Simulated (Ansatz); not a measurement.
**Geometry relaxation, with input and output: FeSi₁₆ (part 2 of 2)**

Continued. System: FeSi₁₆ (defect cell, 17 atoms in the cell). Method: DFT r2SCAN, scalar-relativistic, plane waves, PAW, PAW set soft_1, spin-polarised (Ansatz 0.2.0); cutoff 500 eV, 2×2×2 k-mesh, Gaussian smearing of 0.05 eV, collinear spins. It belongs to a series of runs on one base structure; here: end point A relaxed.

Geometry of the input (Å; fractional positions):
```
0.0000  5.4300  5.4300
5.4300  0.0000  5.4300
5.4300  5.4300  0.0000
Si 0.0000  0.0000  0.0000
Si 0.1250  0.1250  0.1250
Si -0.0000  0.0000  0.5000
Si 0.1250  0.1250  0.6250
Si -0.0000  0.5000  0.0000
Si 0.1250  0.6250  0.1250
Si -0.0000  0.5000  0.5000
Si 0.1250  0.6250  0.6250
Si 0.5000  -0.0000  0.0000
Si 0.6250  0.1250  0.1250
Si 0.5000  0.0000  0.5000
Si 0.6250  0.1250  0.6250
Si 0.5000  0.5000  0.0000
Si 0.6250  0.6250  0.1250
Si 0.5000  0.5000  0.5000
Si 0.6250  0.6250  0.6250
Fe 0.2558  0.7443  0.7463
```

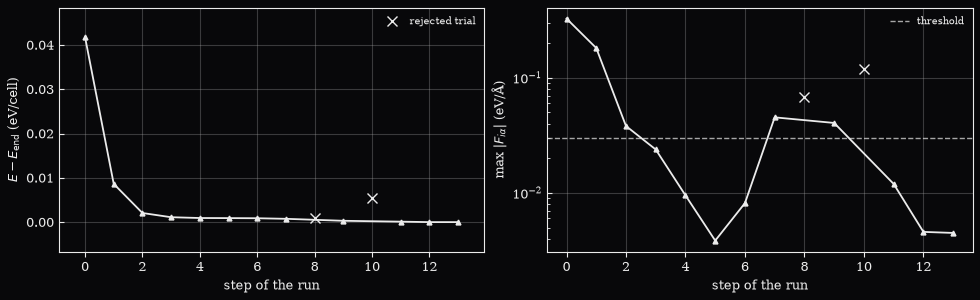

Progress of the relaxation, step by step (the first geometry is step 0 here and step 1 in the log).

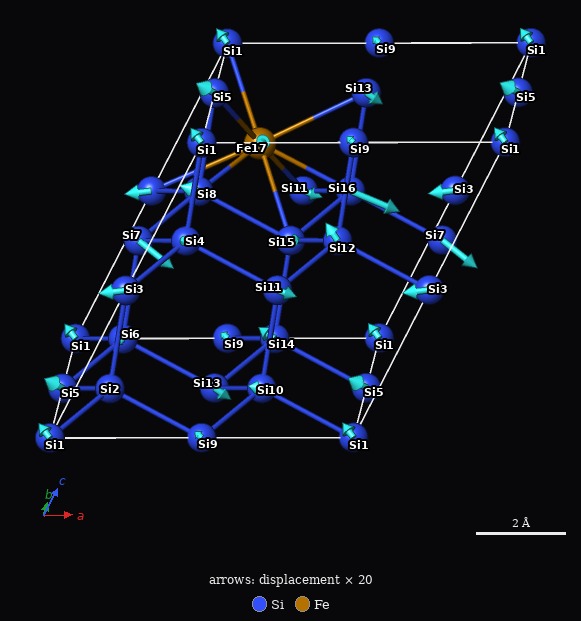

The starting structure with the displacements as teal arrows, magnified 20 times (ball-and-stick view of the cell of the calculation, seen at an oblique angle). Si16 moves most: 0.062 Å. Largest moves by element: Si 0.062 Å, Fe 0.022 Å. The lattice vectors keep their values. Among the contacts that change: Si16–Fe17 2.316 → 2.370 Å, Si5–Fe17 2.716 → 2.763 Å, Si3–Fe17 2.727 → 2.762 Å, Si8–Fe17 2.329 → 2.364 Å. Among the angles that change: Si8–Si7–Si16 109.5° → 107.2°, Si7–Si8–Fe17 178.8° → 176.7°. Over 13 geometry steps the energy falls by 41.8 meV per cell of the calculation. The largest force component goes from 0.33 to 0.0045 eV/Å. The line search rejected the trial steps at points 8, 10 (counted from 0) and went back. (Atoms are counted from 1 in the order of the input.)

```
preconditioner: auto → Kerker (q_TF=auto, 2.165 Å⁻¹)  [metal: Δε(μ)=0.031 eV  Ē_g=8.276 eV  σ=0.050 eV  W_gap=0.33  n_scr=58 (ndim 8)  ℏωp=17.6 eV  f_vac=0.000  D(μ)=4.06/eV (n_scr^D=14)]
spin=Collinear: Kerker preconditioning applied to the charge; magnetization (m = ρ↑ − ρ↓) channel mixes plain (no charge-response kernel on spin).
Stability not checked: this state was not tested for a lower state beside it, because the mixer in use, unlike msr1, does not test its closes by its own steps (another_mixer; see scf.mixing.algorithm and scf.lower_state_search)
Magnetization: 2.2500 μB (41.1250 up, 38.8750 down)
Absolute magnetization: 2.9475 μB (∫|ρ↑−ρ↓|, with the PAW one-centre terms)
Spin contamination: 0.1167 ħ² per cell (⟨S²⟩ above its minimum at these occupations)
Per-site moments (μB) at R_I (Å): [(-0.003830128579092613, 0.9672460544247141), (0.00845117193175085, 0.9652341681211137), (-0.00415131542896794, 0.9669636671092227), (0.027934976673193095, 0.9629247723171921), (-0.004126628657649611, 0.9669740807546666), (0.027947007264591824, 0.9629467611279668), (0.0031060517860074773, 0.9624765933898132), (0.026978259940728295, 0.9624765933898132), (-0.004541542171155654, 0.9647910012565991), (0.008912118939728673, 0.965038002631697), (-0.0032538803390816566, 0.9674768304942751), (0.009126028531413304, 0.9647910012565991), (-0.0032180169888077178, 0.96755551958154), (0.009120996537855754, 0.9648492335527689), (0.0019473364180951018, 0.9677713757731153), (0.030242298692919896, 0.965340800914114), (1.975856975122261, 0.9752313294510816)]
Free energy (F): -14708.029091 eV
Harris-Foulkes:  -14708.029091 eV  (|F-HF|=1.55e-8)
Internal energy: -14708.024011 eV  (E = F + TS)
[...]
E sigma→0 (E₀):  -14708.026551 eV
Entropy (-TS):   -0.005080 eV (-0.299 meV/atom)
Fermi energy:    7.254052 eV
--- Per-component energies (eV) ---
  E_band       = -309.950582
  E_kinetic    = 995.270490
  E_local      = -4882.075602  (includes V_loc(G=0)·N_el)
  E_nonlocal   = 652.015614
  E_hartree    = 2118.300230
  E_xc         = -950.424652
  E_vxc        = -972.179317  (∫ρ·V_xc dr)
  E_paw        = -9694.266851  (= ΣΔE_a)
  E_vpaw       = -382.596005  (= ΣTr[D̂ρ^β])
  E_aug_tail   = -0.000990  (compensation charges beyond the density's cutoff)
  E_vtau       = 43.018174  (kinetic-family band-sum trace: ∫τ·v_τ [+ j·A + Jᵃ·Aᵃ] dr)
  E_ewald      = -2945.329846
  E_core_change = -1.512403  (= ΣΔE_core)
  E_smearing   = -0.005080  (= −TS)
  E_closure    = 0.000000  (closes the sum)
  Σ components = -14708.029091   (vs F -14708.029091, Δ=0.00e0)
--- Forces (eV/Å), atoms counted from 1 ---
  atom   1  Si     0.00136091     0.00181218     0.00004126
  atom   2  Si    -0.00253247    -0.00278856    -0.00163522
  atom   3  Si    -0.00102922    -0.00074108     0.00284943
  atom   4  Si     0.00110433     0.00053977    -0.00271455
  atom   5  Si     0.00075874     0.00293457    -0.00115667
  atom   6  Si     0.00156735    -0.00311284    -0.00007942
  atom   7  Si    -0.00162806     0.00065340     0.00113366
  atom   8  Si     0.00119279     0.00092735     0.00089159
  atom   9  Si     0.00371851     0.00060371    -0.00182349
  atom  10  Si    -0.00450450     0.00056315     0.00234241
  atom  11  Si    -0.00039379    -0.00231296     0.00053513
  atom  12  Si    -0.00009759     0.00236981    -0.00011152
  atom  13  Si     0.00216560     0.00146486    -0.00279325
  atom  14  Si    -0.00116755    -0.00076337     0.00208954
  atom  15  Si    -0.00046287    -0.00095854     0.00108204
  atom  16  Si    -0.00169266    -0.00170338    -0.00006518
  atom  17  Fe     0.00154083     0.00042575    -0.00059895
  max |Σ_I F_I| component: 9.97e-5 eV/Å
--- Relaxed structure (14 steps of the walk, 12 accepted, 0 SCFs on fresh bases) ---
  F+E_penalty+E_count = -14708.02909131 eV   max|allowed force component| = 4.492e-3 eV/Å
  atoms:
    - { symbol: Si, position: [-0.0029983352163057185, 0.0018731902193169171, 0.001944394316951708] }
    - { symbol: Si, position: [0.12511434185494757, 0.12475828646948332, 0.1249046835242908] }
    - { symbol: Si, position: [-0.00412570245155347, 0.0020924020489007655, 0.49873906631925363] }
    - { symbol: Si, position: [0.12408617536406445, 0.12415865837159472, 0.6253211749329824] }
    - { symbol: Si, position: [-0.004074748695202329, 0.4985973660147799, 0.0021740771248759394] }
    - { symbol: Si, position: [0.12416792762847184, 0.6252214503830095, 0.12418429883843396] }
    - { symbol: Si, position: [0.007972047739133292, 0.4963667918819731, 0.4964029054265986] }
    - { symbol: Si, position: [0.12125306777417716, 0.6256763715426019, 0.6257710435860053] }
    - { symbol: Si, position: [0.49831172432339554, 0.0007320440496417779, 0.0008675062721508753] }
    - { symbol: Si, position: [0.6224791288714266, 0.1251759068212917, 0.1253785232603471] }
    - { symbol: Si, position: [0.5036554756385434, -0.0018779613524754768, 0.49945655633817115] }
    - { symbol: Si, position: [0.6214634624335033, 0.12592210860141406, 0.6278429199098058] }
    - { symbol: Si, position: [0.5037364881714165, 0.49926164518196015, -0.0017569637797316684] }
    - { symbol: Si, position: [0.6214946054063168, 0.6276848934021864, 0.12608528971463784] }
    - { symbol: Si, position: [0.5016434683504735, 0.5000649059138652, 0.500249679116371] }
    - { symbol: Si, position: [0.634746183166116, 0.6222108473689286, 0.622374789538902] }
    - { symbol: Fe, position: [0.2568256896410761, 0.7463852930815287, 0.7464057555599544] }
```

**Trajectory as extended XYZ (Å, eV, eV/Å), 6 of the 14 frames kept, from step=1 to step=14**
```
17
Lattice="0.0000 5.4300 5.4300 5.4300 0.0000 5.4300 5.4300 5.4300 0.0000" Properties=species:S:1:pos:R:3:forces:R:3 step=1 energy=-14707.98731
Si    0.0000    0.0000    0.0000    0.2229   0.0060   0.0038
Si    1.3575    1.3575    1.3575   -0.0785   0.1094   0.1161
Si    2.7150    2.7150    0.0000   -0.0448  -0.2479   0.0073
Si    4.0725    4.0725    1.3575    0.1695  -0.1209   0.1101
Si    2.7150    0.0000    2.7150   -0.0479   0.0127  -0.2590
Si    4.0725    1.3575    4.0725    0.1975   0.1300  -0.1412
Si    5.4300    2.7150    2.7150   -0.0514   0.0058   0.0006
Si    6.7875    4.0725    4.0725   -0.1846  -0.2938  -0.2856
Si    0.0000    2.7150    2.7150   -0.0095   0.0026  -0.0003
Si    1.3575    4.0725    4.0725   -0.0761  -0.1218  -0.1151
Si    2.7150    5.4300    2.7150   -0.0429   0.0004   0.2566
Si    4.0725    6.7875    4.0725    0.1448   0.1019  -0.1102
Si    2.7150    2.7150    5.4300   -0.0460   0.2684  -0.0050
Si    4.0725    4.0725    6.7875    0.1439  -0.1160   0.1076
Si    5.4300    5.4300    5.4300   -0.3053   0.0078  -0.0008
Si    6.7875    6.7875    6.7875   -0.2278   0.3169   0.3257
Fe    8.0942    5.4414    5.4303    0.2365  -0.0615  -0.0107
17
Lattice="0.0000 5.4300 5.4300 5.4300 0.0000 5.4300 5.4300 5.4300 0.0000" Properties=species:S:1:pos:R:3:forces:R:3 step=4 energy=-14708.02798
Si    0.0161    0.0000   -0.0008   -0.0063   0.0007  -0.0010
Si    1.3553    1.3616    1.3614   -0.0020  -0.0034  -0.0044
Si    2.7134    2.6921   -0.0105   -0.0026   0.0065  -0.0091
Si    4.0678    4.0728    1.3562   -0.0026   0.0002  -0.0047
Si    2.7136   -0.0101    2.6916   -0.0015  -0.0084   0.0082
Si    4.0687    1.3575    4.0714   -0.0063  -0.0058   0.0014
Si    5.3964    2.7189    2.7174   -0.0184   0.0050   0.0034
Si    6.7807    4.0464    4.0461    0.0227   0.0043   0.0016
Si    0.0096    2.7146    2.7147    0.0044   0.0000   0.0002
Si    1.3559    4.0676    4.0674   -0.0016   0.0043   0.0033
Si    2.7113    5.4417    2.7360   -0.0068   0.0137  -0.0082
Si    4.0926    6.7922    4.0661   -0.0029  -0.0021   0.0016
Si    2.7115    2.7366    5.4413   -0.0056  -0.0100   0.0130
Si    4.0928    4.0660    6.7922   -0.0027   0.0024  -0.0029
Si    5.4297    5.4315    5.4314    0.0111   0.0030   0.0034
Si    6.7757    6.8174    6.8171    0.0238  -0.0058  -0.0087
Fe    8.1031    5.4345    5.4313   -0.0028  -0.0046   0.0029
17
Lattice="0.0000 5.4300 5.4300 5.4300 0.0000 5.4300 5.4300 5.4300 0.0000" Properties=species:S:1:pos:R:3:forces:R:3 step=6 energy=-14708.02818
Si    0.0129   -0.0004   -0.0011   -0.0002   0.0003   0.0006
Si    1.3553    1.3598    1.3591    0.0000  -0.0007  -0.0006
Si    2.7139    2.6903   -0.0130    0.0009   0.0001   0.0026
Si    4.0645    4.0725    1.3558    0.0013  -0.0026  -0.0032
Si    2.7139   -0.0124    2.6896    0.0008   0.0026   0.0003
Si    4.0646    1.3565    4.0718    0.0009  -0.0030  -0.0028
Si    5.3915    2.7201    2.7193    0.0008   0.0019   0.0020
Si    6.7834    4.0451    4.0445    0.0020  -0.0017  -0.0020
Si    0.0128    2.7148    2.7142    0.0003   0.0003   0.0001
Si    1.3563    4.0693    4.0686    0.0005  -0.0002  -0.0001
Si    2.7106    5.4448    2.7365   -0.0013   0.0008   0.0001
Si    4.0961    6.7916    4.0656    0.0003  -0.0007  -0.0008
Si    2.7106    2.7372    5.4442   -0.0013  -0.0001   0.0008
Si    4.0961    4.0662    6.7910    0.0003  -0.0008  -0.0006
Si    5.4344    5.4323    5.4317   -0.0008   0.0025   0.0024
Si    6.7763    6.8201    6.8195   -0.0008  -0.0007  -0.0011
Fe    8.1010    5.4337    5.4329   -0.0039   0.0020   0.0023
17
Lattice="0.0000 5.4300 5.4300 5.4300 0.0000 5.4300 5.4300 5.4300 0.0000" Properties=species:S:1:pos:R:3:forces:R:3 step=9 energy=-14708.02825 accepted=F
Si    0.0157   -0.0063   -0.0060    0.0003  -0.0027  -0.0052
Si    1.3546    1.3554    1.3540    0.0060   0.0024   0.0040
Si    2.7217    2.6822   -0.0122   -0.0022  -0.0001   0.0004
Si    4.0659    4.0685    1.3484   -0.0050   0.0132  -0.0070
Si    2.7210   -0.0110    2.6815   -0.0019  -0.0013  -0.0058
Si    4.0643    1.3476    4.0694    0.0039  -0.0064   0.0132
Si    5.3875    2.7402    2.7411    0.0088  -0.0081  -0.0051
Si    6.8020    4.0532    4.0520   -0.0412   0.0005   0.0068
Si    0.0124    2.7114    2.7091    0.0044  -0.0016  -0.0005
Si    1.3605    4.0631    4.0617    0.0026  -0.0019  -0.0002
Si    2.7028    5.4491    2.7261   -0.0026  -0.0106   0.0126
Si    4.0984    6.7831    4.0575   -0.0022   0.0017   0.0040
Si    2.7022    2.7268    5.4478   -0.0019   0.0173  -0.0092
Si    4.0979    4.0596    6.7811   -0.0041   0.0038   0.0018
Si    5.4371    5.4406    5.4387    0.0059  -0.0006   0.0012
Si    6.7605    6.8309    6.8296   -0.0393  -0.0073  -0.0007
Fe    8.0896    5.4470    5.4506    0.0686   0.0020  -0.0097
17
Lattice="0.0000 5.4300 5.4300 5.4300 0.0000 5.4300 5.4300 5.4300 0.0000" Properties=species:S:1:pos:R:3:forces:R:3 step=11 energy=-14708.02375 accepted=F
Si    0.0014   -0.0072   -0.0116    0.0768  -0.0256  -0.0171
Si    1.3353    1.3502    1.3550    0.0322   0.0143   0.0172
Si    2.7228    2.6665    0.0010   -0.0468   0.0453  -0.0453
Si    4.0659    4.0554    1.3441    0.0491   0.0105   0.1181
Si    2.7257    0.0014    2.6742   -0.0501  -0.0481   0.0414
Si    4.0757    1.3520    4.0505    0.0254   0.0972   0.0004
Si    5.4129    2.7600    2.7491    0.0034  -0.0242  -0.0180
Si    6.8206    4.0710    4.0768   -0.0940  -0.0160  -0.0493
Si   -0.0042    2.7094    2.7109    0.0140  -0.0222  -0.0135
Si    1.3470    4.0594    4.0597    0.0159  -0.0020  -0.0036
Si    2.6965    5.4377    2.7245   -0.0227  -0.0211  -0.0439
Si    4.0873    6.7723    4.0565    0.0079   0.0090   0.0172
Si    2.6998    2.7262    5.4369   -0.0184  -0.0677  -0.0244
Si    4.0871    4.0565    6.7768    0.0065   0.0179   0.0096
Si    5.4294    5.4461    5.4486    0.0453  -0.0418  -0.0417
Si    6.7554    6.8221    6.8243   -0.0096   0.0430   0.0485
Fe    8.1356    5.4624    5.4531   -0.0346   0.0315   0.0043
17
Lattice="0.0000 5.4300 5.4300 5.4300 0.0000 5.4300 5.4300 5.4300 0.0000" Properties=species:S:1:pos:R:3:forces:R:3 step=14 energy=-14708.02909
Si    0.0207   -0.0057   -0.0061    0.0014   0.0018   0.0000
Si    1.3557    1.3576    1.3568   -0.0025  -0.0028  -0.0016
Si    2.7195    2.6858   -0.0110   -0.0010  -0.0007   0.0029
Si    4.0697    4.0693    1.3480    0.0011   0.0005  -0.0027
Si    2.7192   -0.0103    2.6853    0.0008   0.0029  -0.0012
Si    4.0693    1.3486    4.0692    0.0016  -0.0031  -0.0001
Si    5.3907    2.7388    2.7386   -0.0016   0.0007   0.0011
Si    6.7954    4.0563    4.0558    0.0012   0.0009   0.0009
Si    0.0087    2.7105    2.7098    0.0037   0.0006  -0.0018
Si    1.3605    4.0609    4.0598   -0.0045   0.0006   0.0023
Si    2.7019    5.4469    2.7247   -0.0004  -0.0023   0.0005
Si    4.0929    6.7837    4.0583   -0.0001   0.0024  -0.0001
Si    2.7014    2.7257    5.4463    0.0022   0.0015  -0.0028
Si    4.0930    4.0594    6.7830   -0.0012  -0.0008   0.0021
Si    5.4317    5.4403    5.4393   -0.0005  -0.0010   0.0011
Si    6.7581    6.8262    6.8253   -0.0017  -0.0017  -0.0001
Fe    8.1059    5.4475    5.4474    0.0015   0.0004  -0.0006
```

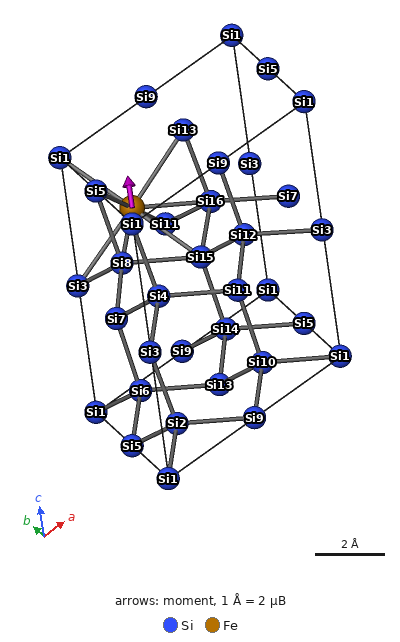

Magnetic moments of the sites as pink arrows (ball-and-stick view of the cell of the calculation, seen slightly off an axis; atoms are numbered from 1 in the order of the input); small moments hardly show. The run is collinear, so the axis drawn is arbitrary. Site moments: Fe17 (1.98 μB). They are counted near the atoms and needn't add up to the moment of the cell.

**Results in brief**

```csv
quantity,value
outcome,converged
electrons treated,80
free energy,−14708.0291 eV
Fermi energy,7.254 eV
net moment of the cell,2.25 μB
integrated absolute moment,2.95 μB
final volume,320.21 Å³
largest force (length of the vector) at the end,0.005 eV/Å
wall time,3.1 min (CPU time 12 min)
peak memory,1.9 GiB
```

**Remarks**

The electronic state found may not be the lowest one. The k-point mesh is coarse for a cell of this size, so the results may not be converged.
